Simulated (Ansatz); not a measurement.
# Run report: MgF2, band-structure calculation

- system: MgF2 (6 atoms in the cell)
- method: DFT, r2SCAN, plane waves, PAW, no spin polarisation (Ansatz 0.2.0)

The structure was built on a prototype by a generator. The geometry comes from this level: r2SCAN (a point of a series of strains). It belongs to a series of runs on one base structure; here: epitaxial_xy strain +1.0%.

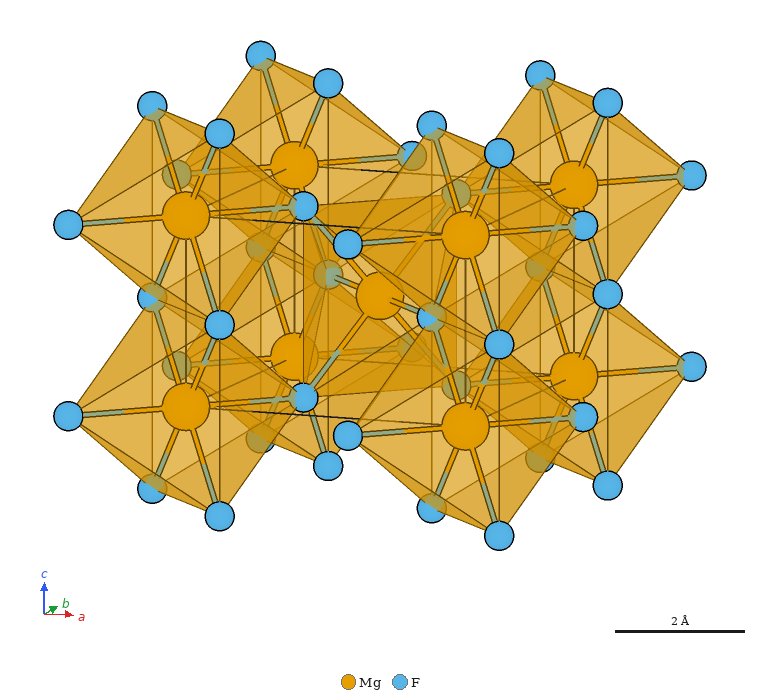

*The structure as given in the input (polyhedral view of the cell of the calculation, seen slightly off an axis; polyhedra are completed across the faces of the cell). An atom can appear more than once, as a periodic image.*

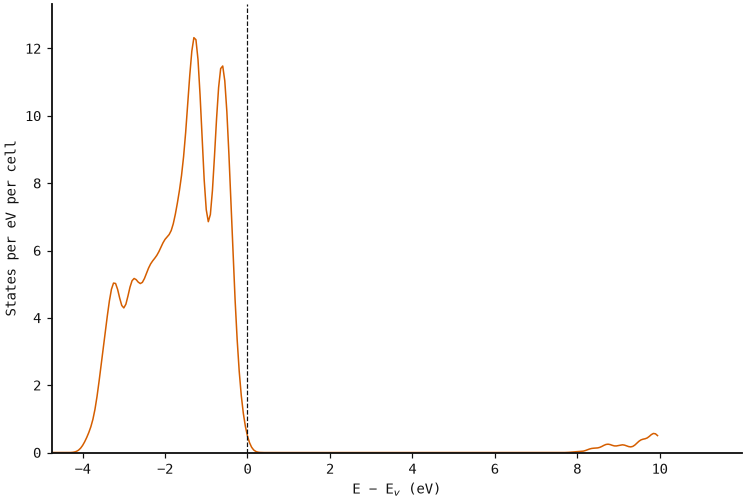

*Density of states (the curve is built from the levels of the k mesh with Gaussians 0.3 eV wide, which also blur the band edges), with energies from the valence-band top.*

There is a gap of 8.00 eV on the k-point mesh. Small ripples come from the finite k-point mesh.

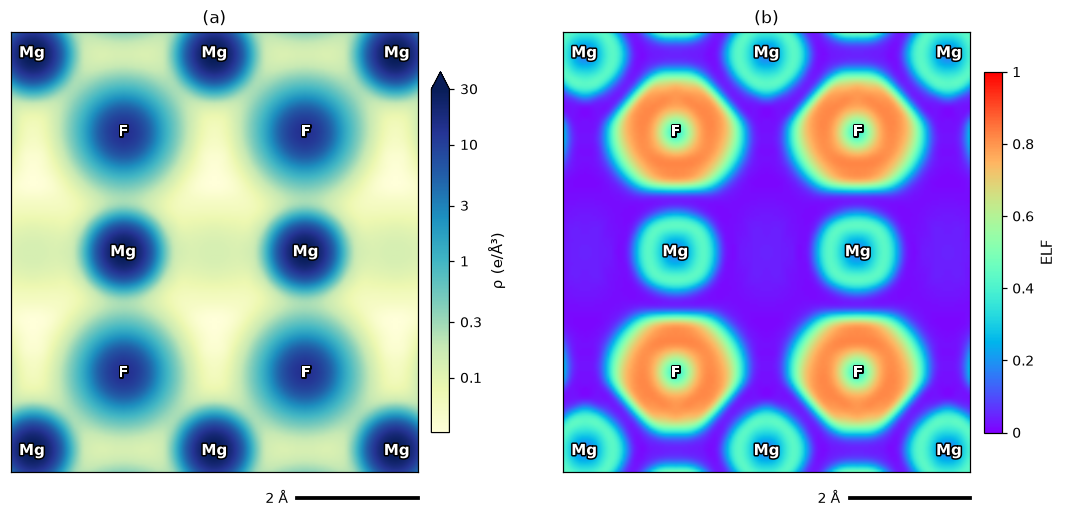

*(a) valence pseudo-density; (b) electron localisation function on the (110) plane of the conventional cell.*

Away from the nuclei the density in this plane falls to 0.03 e/Å³ at its lowest. Core electrons are frozen (PAW), so the fields are smoothed inside the atomic spheres.

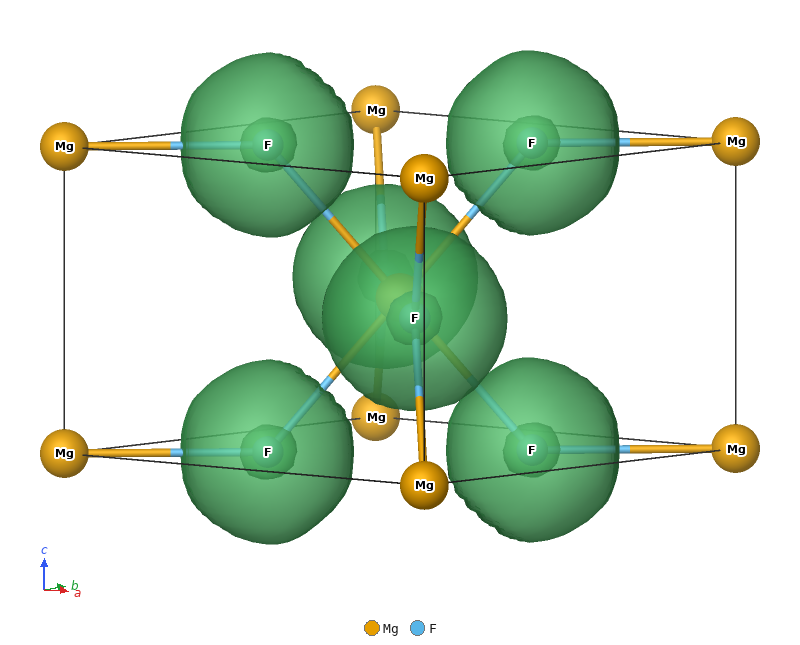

*Isosurface of the electron localisation function at 0.65 (green), seen at an oblique angle. Core shells and regions of very low density are left out. Sticks mark near contacts. The outline is the cell set on symmetry axes.*

Along the contacts the grid gives the following.

The input and output of the run follow.

### The input
```yaml
crystal:
  lattice:
    - [4.6682361545, 0.0, 0.0]
    - [0.0, 4.6682361545, 0.0]
    - [0.0, 0.0, 3.0276291993]
  atoms:
    - { symbol: Mg, position: [0.0, 0.0, 0.0] }
    - { symbol: Mg, position: [0.5, 0.5, 0.5] }
    - { symbol: F, position: [0.3029505751, 0.3029505751, 0.0] }
    - { symbol: F, position: [0.1970494249, 0.8029505751, 0.5] }
    - { symbol: F, position: [0.8029505751, 0.1970494249, 0.5] }
    - { symbol: F, position: [0.6970494249, 0.6970494249, 0.0] }
kpoints:
  mp_grid: { grid: [6, 6, 8] }
  band_path:
    path:
      - [0.0, 0.0, 0.0]
      - [0.0, 0.5, 0.0]
      - [0.5, 0.5, 0.0]
      - [0.0, 0.0, 0.5]
      - [0.0, 0.5, 0.5]
      - [0.5, 0.5, 0.5]
    npoints: 1
hamiltonian:
  xc: r2scan
scf:
  occupations: { method: fixed }
  n_extra_bands: 5
output:
  forces: true
  stress: true
  eigenvalues: true
  write_density: true
  write_potential: true
  elf: true
  volumetric_format: npy
```

Launch command:
```bash
ansatz run input.yaml --threads 2 --pin off --max-ram 29491MiB --backend cpu --events-out ev --progress --plain --runs-dir out
```

### The program's output
```
scf.n_extra_bands = 5 over 24 filled bands (N_el = 48.0): the run solves 29 bands
Engine: ansatz 0.2.0, x86_64-unknown-linux-gnu
Pseudopotentials: kind: paw
Pseudopotential: Mg, paw, valence charge 10, recommended cutoff 500 eV (meta_gga), Mg.paw.azcp
Pseudopotential: F, paw, valence charge 7, recommended cutoff 500 eV (meta_gga), F.paw.azcp
Functional definition: r2SCAN
  parameter k0 = 0.174
  parameter k1 = 0.065
  parameter a1 = 4.9479
  exchange = r2scan_x(k0 = k0, k1 = k1, a1 = a1)
  correlation = r2scan_c
Crystal: 6 atoms, lattice volume = 65.979 Å³
Basis set: ecut = 500 eV, 1683 PW (Γ), exchange–correlation on 144×144×96 points (64 copies of the dense FFT grid, shifted against one another)
Bands: 29, of which v1, the nominal top of the filled ones, is band 24 counted from 1 (23 counted from 0)
Symmetry: 16 space group operations
Space group: P42/mnm (ITA 136), of the structure as read, at distance tolerance 4.0e-5 Å
k-points: 50 of 288
Non-local potential: Mg, projectors of the file, l = 0: 3, l = 1: 2, l = 2: 1
Non-local potential: F, projectors of the file, l = 0: 2, l = 1: 2, l = 2: 1
PAW form: soft (Blöchl's): semilocal exchange-correlation on the pseudo side does not see the compensation charge
PAW frozen core: Mg, regenerated for the run's functional (the file was generated under x = pbe(κ = 0.804, μ = 0.2195149727645171), c = pbe(β = 0.06672455060314922))
PAW frozen core: F, regenerated for the run's functional (the file was generated under x = pbe(κ = 0.804, μ = 0.2195149727645171), c = pbe(β = 0.06672455060314922))
PAW one-centre angular grid: Mg, 302 points (default); XC on 224 Gauss nodes
PAW one-centre angular grid: F, 302 points (default); XC on 160 Gauss nodes
Initial density: superposition of atomic densities (neutral atoms: chi_scale 0, normalization atom), corrected by the library's trained network
Initial wavefunctions: pseudopotential atomic-orbital guess
Functional: x = r2scan, c = r2scan; τ floored in thin density (d = 2e-4 eV/Å³)
SCF iter   1: F=—  HF=-7103.116660 eV  |F-HF|=—  |Δ(HF+E_count)|=         —  Δρ=8.81e-3  dr2=3.28e-2  dr2_τ=1.41e-1  ethr=1.77e-3  ⟨swp⟩=4.9  Hψ=5877  notcnv=0  defer=131
preconditioner: auto → Resta (q_TF=auto, 2.587 Å⁻¹)  ε∞=2.6  [insulator: Δε(μ)=8.157 eV  Ē_g=20.752 eV  n_scr=18 (ndim 8)  ℏωp=25.9 eV  f_vac=0.092  ε∞_Penn≈2.6]
SCF iter   2: F=—  HF=-7103.238901 eV  |F-HF|=—  |Δ(HF+E_count)|=   1.22e-1  Δρ=4.04e-3  dr2=4.51e-3  dr2_τ=8.33e-4  ethr=6.84e-5  ⟨swp⟩=3.0  Hψ=3195  notcnv=0  defer=147
SCF iter   3: F=—  HF=-7103.239097 eV  |F-HF|=—  |Δ(HF+E_count)|=   1.96e-4  Δρ=1.17e-3  dr2=5.86e-4  dr2_τ=7.23e-5  ethr=9.40e-6  ⟨swp⟩=3.0  Hψ=2079  notcnv=0  defer=147
SCF iter   4: F=—  HF=-7103.239040 eV  |F-HF|=—  |Δ(HF+E_count)|=   5.70e-5  Δρ=3.22e-4  dr2=2.46e-5  dr2_τ=5.22e-6  ethr=1.22e-6  ⟨swp⟩=2.1  Hψ=2106  notcnv=0  defer=147
SCF iter   5: F=—  HF=-7103.239040 eV  |F-HF|=—  |Δ(HF+E_count)|=   2.75e-7  Δρ=5.43e-5  dr2=8.76e-7  dr2_τ=3.39e-7  ethr=5.12e-8  ⟨swp⟩=2.0  Hψ=2056  notcnv=0  defer=51
SCF iter   6: F=-7103.239041 eV  HF=-7103.239041 eV  |F-HF|=1.96e-8  |Δ(HF+E_count)|=   9.84e-7  Δρ=7.22e-6  dr2=1.03e-8  dr2_τ=5.38e-9  ethr=2.08e-10  ⟨swp⟩=14.6  Hψ=11652  notcnv=0
SCF 1 converged in 6 iterations: F = -7103.239041 eV  dr2 = 1.03e-8
  greatest PAW one-centre occupation: 1.000 electrons in one spin orbital (limit 2), on the Mg atom at site 1 (counted from 0), in its partial waves of l = 0
NSCF: frozen V_eff on 6 k-points
SCF converged after 6 iterations
Free energy (F): -7103.239041 eV
Harris-Foulkes:  -7103.239041 eV  (|F-HF|=1.96e-8)
Internal energy: -7103.239041 eV  (E = F + TS)
E sigma→0 (E₀):  -7103.239041 eV
Fermi energy:    1.665917 eV
--- Per-component energies (eV) ---
  E_band       = -882.951741
  E_kinetic    = 992.048250
  E_local      = -5344.677415  (includes V_loc(G=0)·N_el)
  E_nonlocal   = 481.922889
  E_hartree    = 1931.315866
  E_xc         = -375.126743
  E_vxc        = -549.627796  (∫ρ·V_xc dr)
  E_paw        = -1405.690916  (= ΣΔE_a)
  E_vpaw       = -365.337612  (= ΣTr[D̂ρ^β])
  E_aug_tail   = 0.004152  (compensation charges beyond the density's cutoff)
  E_vtau       = 40.084687  (kinetic-family band-sum trace: ∫τ·v_τ [+ j·A + Jᵃ·Aᵃ] dr)
  E_ewald      = -3382.857141
  E_core_change = -0.177982  (= ΣΔE_core)
  E_smearing   = -0.000000  (= −TS)
  E_closure    = -0.000000  (closes the sum)
  Σ components = -7103.239041   (vs F -7103.239041, Δ=0.00e0)
--- Forces (eV/Å), atoms counted from 1 ---
  atom   1  Mg     0.00000000    -0.00000000     0.00000000
  atom   2  Mg     0.00000000     0.00000000     0.00000000
  atom   3  F     -0.00144902    -0.00144902     0.00000000
  atom   4  F      0.00144902    -0.00144902     0.00000000
  atom   5  F     -0.00144902     0.00144902     0.00000000
  atom   6  F      0.00144902     0.00144902     0.00000000
  max |Σ_I F_I| component: 4.34e-19 eV/Å
--- Stress (GPa, compression-positive) ---
       -1.911891       0.000000       0.000000
        0.000000      -1.911891       0.000000
        0.000000       0.000000       0.017382
  P = ⅓ Tr σ = -1.2688 GPa (-12.688 kbar)
--- Band table (eV; the first three rows and the last of 50) ---
  k-point 0: bands = ["-71.5977", "-71.5969", "-36.7295", "-36.7295", "-36.7050", "-36.7050", "-36.7006", "-36.6973", "-20.1520", "-19.3779", "-19.3779", "-19.3151", "-2.3299", "-0.7987", "-0.4182", "-0.4182", "-0.1733", "-0.1338", "0.4882", "0.4882", "0.9727", "1.3375", "1.3375", "1.6659", "9.6618", "14.9317", "14.9317", "16.6037", "16.9611"]
  k-point 1: bands = ["-71.5973", "-71.5966", "-36.7275", "-36.7275", "-36.7075", "-36.7049", "-36.7049", "-36.7045", "-20.0951", "-19.3690", "-19.3690", "-19.3185", "-2.2300", "-0.6928", "-0.3683", "-0.3683", "-0.2896", "-0.2248", "0.3463", "0.3463", "0.6850", "1.2867", "1.2867", "1.5933", "10.1306", "15.2962", "15.2962", "16.8153", "16.9956"]
  k-point 2: bands = ["-71.5964", "-71.5959", "-36.7240", "-36.7224", "-36.7224", "-36.7218", "-36.7047", "-36.7047", "-19.9421", "-19.3474", "-19.3474", "-19.3415", "-1.9575", "-0.6224", "-0.4097", "-0.3933", "-0.2834", "-0.2834", "0.0673", "0.0795", "0.0795", "1.1424", "1.1424", "1.3736", "11.3222", "16.2113", "16.2113", "16.8929", "17.1257"]
  k-point 49: bands = ["-71.5950", "-71.5950", "-36.7467", "-36.7467", "-36.7140", "-36.7140", "-36.7059", "-36.7059", "-19.5054", "-19.5054", "-19.3538", "-19.3538", "-1.9950", "-1.9950", "-1.2975", "-1.2975", "0.2040", "0.2040", "0.2730", "0.2730", "1.0472", "1.0472", "1.1774", "1.1774", "15.9210", "15.9210", "16.0948", "16.0948", "17.3326"]
```

### File bands.tsv
```
# k_distance	band_0	band_1	band_2	band_3	band_4	band_5	band_6	band_7	band_8	band_9	band_10	band_11	band_12	band_13	band_14	band_15	band_16	band_17	band_18	band_19	band_20	band_21	band_22	band_23	band_24	band_25	band_26	band_27	band_28
# fermi_ev = 1.665917
# lock_threshold_ev = 1e-6
# [0, 0, 0] at k_distance = 0.000000
# [0, 0.5, 0] at k_distance = 0.672972
# [0.5, 0.5, 0] at k_distance = 1.345944
# [0, 0, 0.5] at k_distance = 2.753951
# [0, 0.5, 0.5] at k_distance = 3.426923
# [0.5, 0.5, 0.5] at k_distance = 4.099895
# levels_relative_to = fermi_ev
# free_energy_ev = -7103.239041
# largest_residual_norms_ev = 3.204e-4 3.305e-4 3.226e-4 4.470e-4 3.370e-4 4.440e-4 3.250e-4 4.073e-4 1.058e-3 1.619e-3 1.935e-3 2.266e-3 1.038e-3 1.368e-3 1.166e-3 1.253e-3 1.404e-3 1.433e-3 1.174e-3 1.700e-3 1.207e-3 1.196e-3 7.700e-4 8.111e-4 8.623e-4 1.748e-3 1.785e-3 1.065e-3 1.132e-3
0.000000	-73.263633	-73.262844	-38.395458	-38.395458	-38.370965	-38.370965	-38.366540	-38.363243	-21.817897	-21.043785	-21.043785	-20.980968	-3.995805	-2.464579	-2.084102	-2.084102	-1.839197	-1.799674	-1.177694	-1.177694	-0.693225	-0.328465	-0.328465	0.000000	7.995869	13.265770	13.265770	14.937768	15.295177
0.672972	-73.263233	-73.263233	-38.391800	-38.391800	-38.374799	-38.374799	-38.364882	-38.364882	-21.479872	-21.479872	-20.973750	-20.973750	-3.267946	-3.267946	-1.738912	-1.738912	-1.500449	-1.500449	-1.369977	-1.369977	-0.938284	-0.938284	-0.378720	-0.378720	10.404777	10.404777	14.564963	14.564963	16.492408
1.345944	-73.263250	-73.263250	-38.396200	-38.396200	-38.370510	-38.370510	-38.364881	-38.364881	-21.372055	-21.372055	-21.089304	-21.089304	-3.036940	-3.036940	-2.078991	-2.078991	-1.231046	-1.231046	-1.223169	-1.223169	-0.937506	-0.937506	-0.791332	-0.791332	12.156427	12.156427	12.230424	12.230424	18.514943
2.753951	-73.260902	-73.260902	-38.412653	-38.412653	-38.379871	-38.379871	-38.371659	-38.371659	-21.214579	-21.214579	-20.982329	-20.982329	-2.901019	-2.901019	-2.422280	-2.422280	-2.208885	-2.208885	-1.423334	-1.423334	-1.120130	-1.120130	-0.850599	-0.850599	12.868867	12.868867	16.074418	16.074418	16.378081
3.426923	-73.260919	-73.260919	-38.414200	-38.414200	-38.379813	-38.379813	-38.370261	-38.370261	-21.161471	-21.161471	-21.034024	-21.034024	-3.104774	-3.104774	-2.881576	-2.881576	-2.033116	-2.033116	-1.348108	-1.348108	-0.734788	-0.734788	-0.669114	-0.669114	13.732596	13.732596	14.564952	14.564952	16.890699
4.099895	-73.260908	-73.260908	-38.412608	-38.412608	-38.379961	-38.379961	-38.371797	-38.371797	-21.171272	-21.171272	-21.019708	-21.019708	-3.660922	-3.660922	-2.963457	-2.963457	-1.461889	-1.461889	-1.392927	-1.392927	-0.618740	-0.618740	-0.488471	-0.488471	14.255074	14.255074	14.428879	14.428879	15.666662
```

### File rho_z.tsv
```
# z_ang	rho[e/angstrom^3]
# format = ansatz-planar-average/11
# lattice	4.668236154	0.000000000	0.000000000
# lattice	0.000000000	4.668236154	0.000000000
# lattice	0.000000000	0.000000000	3.027629199
# sites	6
# site	12	0.000000000	0.000000000	0.000000000
# site	12	2.334118077	2.334118077	1.513814600
# site	9	1.414244828	1.414244828	0.000000000
# site	9	0.919873250	3.748362905	1.513814600
# site	9	3.748362905	0.919873250	1.513814600
# site	9	3.253991327	3.253991327	0.000000000
0.000000	1.430951e0
0.126151	1.301373e0
0.252302	9.830569e-1
0.378454	6.322845e-1
0.504605	3.770994e-1
0.630756	2.488416e-1
0.756907	2.137355e-1
0.883059	2.488416e-1
1.009210	3.770994e-1
1.135361	6.322845e-1
1.261512	9.830569e-1
1.387663	1.301373e0
1.513815	1.430951e0
1.639966	1.301373e0
1.766117	9.830569e-1
1.892268	6.322845e-1
2.018419	3.770994e-1
2.144571	2.488416e-1
2.270722	2.137355e-1
2.396873	2.488416e-1
2.523024	3.770994e-1
2.649176	6.322845e-1
2.775327	9.830569e-1
2.901478	1.301373e0
```

### File v_z.tsv
```
# z_ang	v_es[eV]	v_tot[eV]
# format = ansatz-planar-average/11
# xc	r2scan
# density_cutoff_ev	2000
# datasets	Mg=:simpson_from_first_knot:soft:shift=0	F=:simpson_from_first_knot:soft:shift=0
# lattice	4.668236154	0.000000000	0.000000000
# lattice	0.000000000	4.668236154	0.000000000
# lattice	0.000000000	0.000000000	3.027629199
# sites	6
# site	12	0.000000000	0.000000000	0.000000000
# site	12	2.334118077	2.334118077	1.513814600
# site	9	1.414244828	1.414244828	0.000000000
# site	9	0.919873250	3.748362905	1.513814600
# site	9	3.748362905	0.919873250	1.513814600
# site	9	3.253991327	3.253991327	0.000000000
0.000000	-1.283120e0	-1.225405e1
0.126151	-8.605618e-1	-1.174536e1
0.252302	3.845786e-1	-1.012025e1
0.378454	2.212485e0	-7.628811e0
0.504605	4.205634e0	-4.980184e0
0.630756	5.903628e0	-2.825894e0
0.756907	6.627012e0	-1.932008e0
0.883059	5.903628e0	-2.825894e0
1.009210	4.205634e0	-4.980184e0
1.135361	2.212485e0	-7.628811e0
1.261512	3.845786e-1	-1.012025e1
1.387663	-8.605618e-1	-1.174536e1
1.513815	-1.283120e0	-1.225405e1
1.639966	-8.605618e-1	-1.174536e1
1.766117	3.845786e-1	-1.012025e1
1.892268	2.212485e0	-7.628811e0
2.018419	4.205634e0	-4.980184e0
2.144571	5.903628e0	-2.825894e0
2.270722	6.627012e0	-1.932008e0
2.396873	5.903628e0	-2.825894e0
2.523024	4.205634e0	-4.980184e0
2.649176	2.212485e0	-7.628811e0
2.775327	3.845786e-1	-1.012025e1
2.901478	-8.605618e-1	-1.174536e1
```

### Key numbers

| quantity | value |
| --- | --- |
| outcome | converged |
| space group (tolerance 0.01 Å) | P4₂/mnm (136) |
| electrons treated | 48 |
| free energy | −7103.2390 eV |
| Fermi energy | 1.666 eV |
| gap on the k-point mesh | 8.00 eV |
| pressure | −1.27 GPa |
| largest force (length of the vector) | 0.002 eV/Å |
| hardware | 2 threads of AMD EPYC (Zen 3), 1656 GiB of memory available, shared host |
| wall time | 5.5 s (CPU time 10 s) |
| peak memory | 0.65 GiB |
